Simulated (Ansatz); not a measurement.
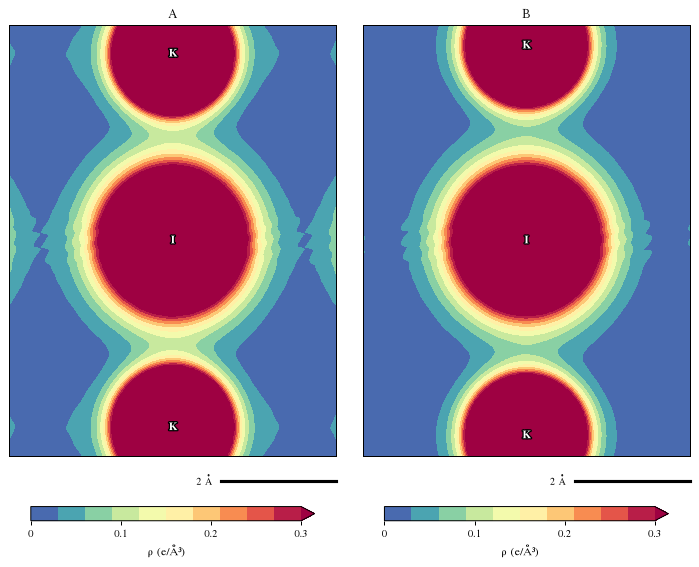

KI. The valence charge density (pseudo) of two cells that differ in size and shape, on the (11̄0) plane of each (indices in the axes of the calculation cell), at one length scale and on one colour scale; one has 34.1 and the other 42.0 Å³ an atom.

Method: Ansatz 0.2.0, DFT PBE, scalar-relativistic, plane waves, PAW.

Core electrons are frozen (PAW), and the valence fields are smoothed inside the atomic spheres.

Question: Which panel shows the smaller cell, and what does the compression change?

Answer: Panel A is the smaller cell, by 19 % in volume. From the larger cell to the smaller, K–I goes from 3.38 to 3.24 Å, and the density at its midpoint from 0.11 to 0.14 e/Å³; the pressure goes from 1.4 to 7 GPa; the Kohn–Sham gap goes from 4.1 eV to 4.4 eV.
